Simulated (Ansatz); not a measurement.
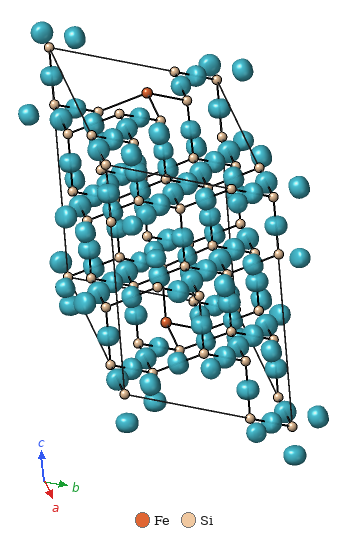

*FeSi$_{31}$ (cell with a defect). Isosurface of the electron localisation function at 0.9 (cyan), seen at an oblique angle. Core shells and regions of very low density are left out. Sticks mark near contacts.*

The program warned that a starting moment wasn't kept; spin-polarised, but the moments vanished.

These are results of Ansatz 0.2.0, DFT PBEsol, scalar-relativistic, plane waves, PAW, not measurements.

In a PAW calculation such maps are meaningful between the atoms, not at the nuclei.

Describe the localisation domains.

Answer. The surface consists of 60 regions between bonded Si–Si atoms (shared pairs), counted in one cell of 32 atoms. Regions shared between cells count once. Along the contacts the grid gives the following. Fe–Si (2.24 Å): the ELF peaks at about 0.85 between the atoms. Si–Si (2.35 Å): the ELF peaks at about 0.95 between the atoms: a covalent bond.
